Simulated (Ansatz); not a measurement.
Consider AlNi3.

```
CELL_PARAMETERS angstrom
2.80189 0.00000 -2.80189
-2.80189 0.00000 -2.80189
0.00000 5.60378 0.00000
ATOMIC_POSITIONS crystal
Al 0.50000 0.50000 0.00000
Al 0.00000 0.00000 0.50000
Ni 0.00000 0.50000 0.28346
Ni 0.50000 0.00000 0.78346
Ni 0.50000 0.50000 0.50000
Ni 0.00000 0.00000 0.00000
Ni 0.50000 0.00000 0.21654
Ni 0.00000 0.50000 0.71654
```

Space group Immm; a structure from a database of computed crystals, not necessarily the ambient phase; not relaxed (largest force 1.9 eV/Å); computed pressure about 5 GPa in this cell; computed without spin polarisation.

The calculation used DFT r2SCAN, scalar-relativistic, plane waves, PAW in Ansatz.

Predict the valence pseudo-density and electron localisation function between the atoms.

Answer. Ni–Ni (2.32 Å): ρ is about 0.42 e/Å³ halfway; the ELF is about 0.25 at the midpoint (no localised pair shows between them).
Ni–Ni (2.43 Å): ρ at the midpoint is about 0.4 e/Å³; the ELF is about 0.30 at the midpoint; no localised pair shows between them.
Al–Ni (2.54 Å): ρ at the midpoint is about 0.27 e/Å³; the ELF is about 0.35 at the midpoint.

Metal or insulator at this level of theory?

Answer. It is metallic or semimetallic at this level of theory: no gap opens.

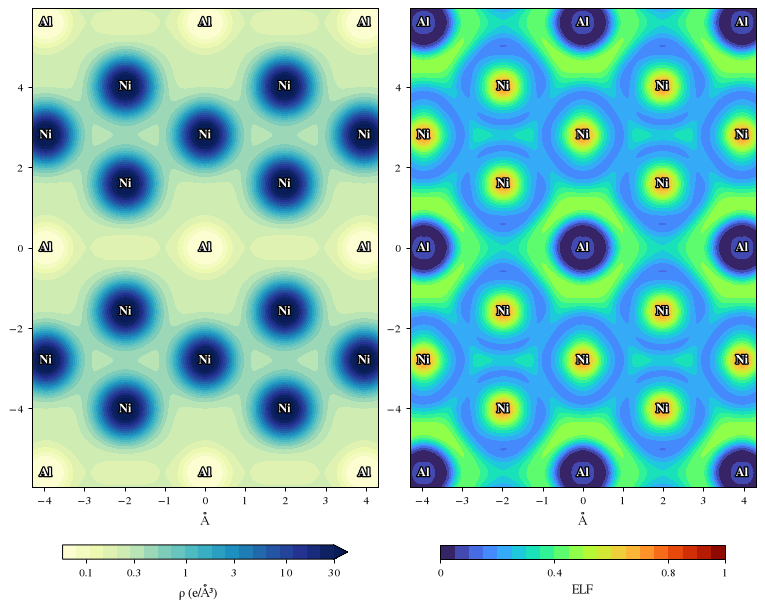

Computed valence pseudo-density and electron localisation function on the (010) plane of the conventional cell, in this order. 

In a PAW calculation such maps are meaningful between the atoms, not at the nuclei.
